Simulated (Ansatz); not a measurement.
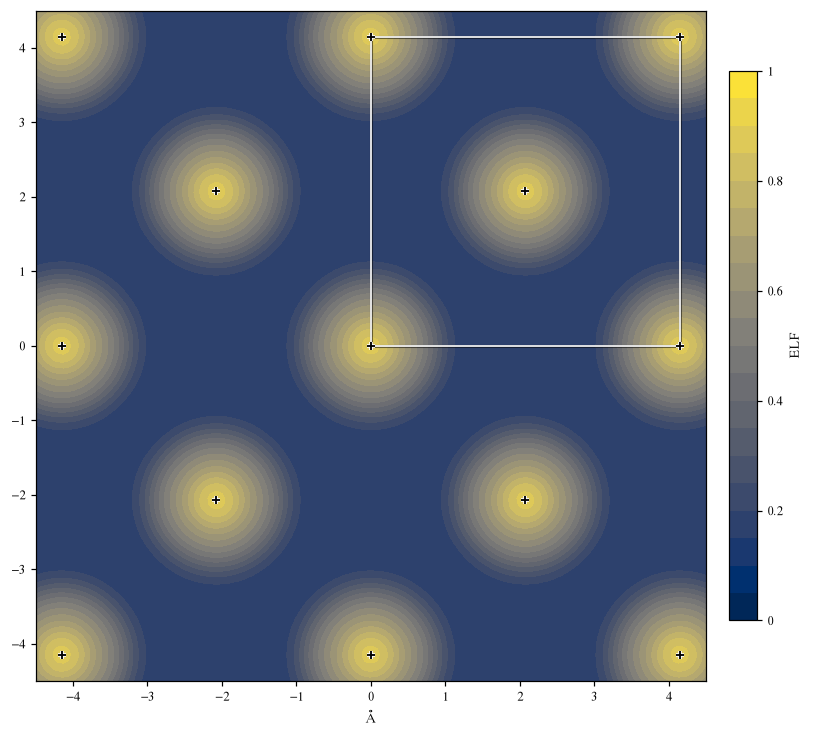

The ELF on a plane through atoms (crosses mark nuclei in the plane).

Level of theory: DFT PBE, scalar-relativistic, plane waves, PAW (Ansatz 0.2.0).

Candidates:
A. ZnS, a = 3.82 Å, b = 3.82 Å, c = 5.63 Å, α = 90.00°, β = 90.00°, γ = 90.00°. Space group I-4m2; changed on purpose from its base cell (strain +0.000 along x and y, +0.040 along z, atoms carried along).
B. Ag, a = 4.15 Å, b = 4.15 Å, c = 4.15 Å, α = 90.00°, β = 90.00°, γ = 90.00°. Space group Fm-3m; a structure from a database of computed crystals, not necessarily the ambient phase; computed without spin polarisation.

> Which candidate gave the map?

Candidate B: Ag on the (100) plane of the conventional cell, which holds Ag. Ag–Ag (2.93 Å): the ELF is about 0.15 at the midpoint; no localised pair shows between them.
